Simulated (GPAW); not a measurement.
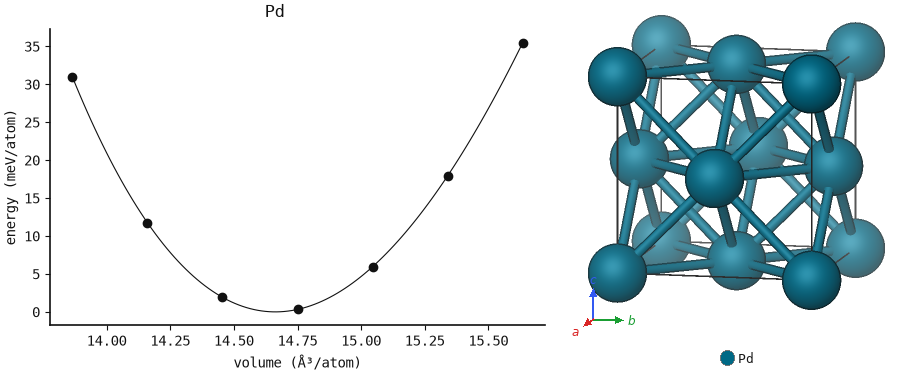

The figure shows the energy against volume for Pd, space group Fm-3m (No. 225). The conventional cell is drawn beside the plot.

The given structure:
```cif
data_structure
_symmetry_space_group_name_H-M 'P 1'
_symmetry_Int_Tables_number 1
_cell_length_a 2.7528
_cell_length_b 2.7528
_cell_length_c 2.7528
_cell_angle_alpha 60.000
_cell_angle_beta 60.000
_cell_angle_gamma 60.000
_cell_volume 14.75
loop_
_atom_site_label
_atom_site_type_symbol
_atom_site_fract_x
_atom_site_fract_y
_atom_site_fract_z
_atom_site_occupancy
Pd1 Pd 0.00000 0.00000 0.00000 1
```

Method: PAW DFT in plane waves, on a grid or in atomic orbitals, no spin polarisation; energies at scaled volumes of the given cell, shape and fractions fixed, counted from the fit's minimum, third-order Birch-Murnaghan fit (GPAW 26.7.0). Level: WC.

k mesh 9×9×9; occupations Fermi–Dirac; smearing width 0.05 eV; potentials PAW data sets made by gpaw setup for the functional; wave cutoff 600 eV; program settings basis pw.

From this curve and the settings, what does the calculation give for the pressure at the same points?

The pressure falls from 13.21 GPa at volume 13.865 Å³/atom to −10.92 GPa at 15.635 Å³/atom, and changes sign near 14.67 Å³/atom.

```json
{"volume (Å³/atom)": "13.865", "pressure (GPa)": "13.21"}
{"volume (Å³/atom)": "14.160", "pressure (GPa)": "7.78"}
{"volume (Å³/atom)": "14.455", "pressure (GPa)": "3.00"}
{"volume (Å³/atom)": "14.750", "pressure (GPa)": "-1.19"}
{"volume (Å³/atom)": "15.045", "pressure (GPa)": "-4.87"}
{"volume (Å³/atom)": "15.340", "pressure (GPa)": "-8.09"}
{"volume (Å³/atom)": "15.635", "pressure (GPa)": "-10.92"}
```
